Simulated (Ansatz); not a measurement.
System: Rh.

Input

```
crystal:
  lattice:
    - [-0.7986009575, 1.597201915, 1.597201915]
    - [1.597201915, -0.7986009575, 1.597201915]
    - [1.597201915, 1.597201915, -0.7986009575]
  atoms:
    - { symbol: Rh, position: [0.0, 0.0, 0.0] }
basis:
  ecutwfc: 500
kpoints:
  mp_grid: { grid: [24, 24, 24] }
hamiltonian:
  xc: r2scan
scf:
  occupations: { method: gaussian, width: 0.15 }
output:
  forces: true
  stress: true
  eigenvalues: true
  write_density: true
  write_potential: true
  elf: true
  volumetric_format: npy
```

Run with:

```sh
ansatz run input.yaml --threads 1 --pin off --max-ram 2560MiB --backend cpu --events-out ev --progress --plain --runs-dir out
```

Below, planes, directions and counts refer to the conventional cell (a = 2.40 Å, b = 2.40 Å, c = 2.40 Å, α = 90.00°, β = 90.00°, γ = 90.00°).

Space group Pm-3m; computed pressure about 41 GPa in this cell; computed without spin polarisation.

Theory: DFT r2SCAN, scalar-relativistic, plane waves, PAW (Ansatz 0.2.0).

### What will maps of the valence pseudo-density and electron localisation function show?

Rh–Rh (2.40 Å): ρ at the midpoint is about 0.61 e/Å³; the ELF is about 0.25 at the midpoint (no shared electron pair shows on this line).

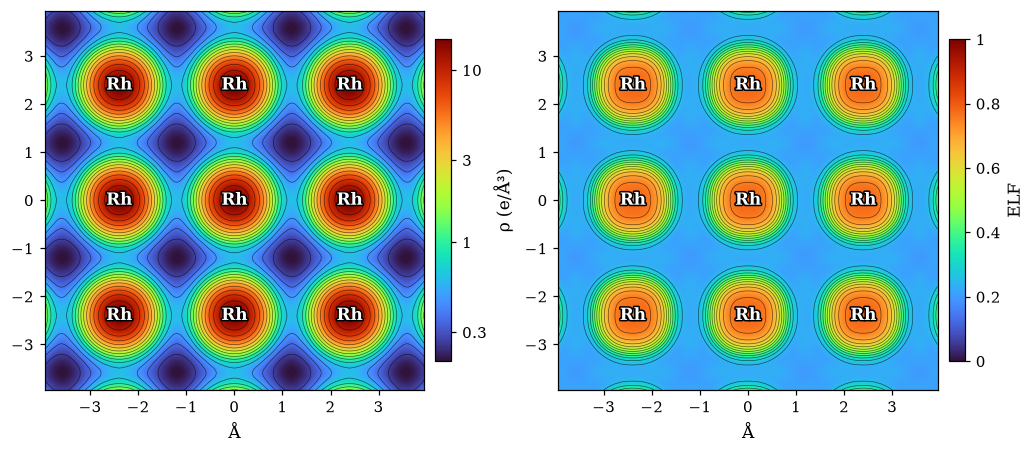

Computed valence pseudo-density and electron localisation function on the (100) plane of the conventional cell, in this order. 

The density is the valence pseudo-density of a PAW calculation; it isn't the true density close to the nuclei.
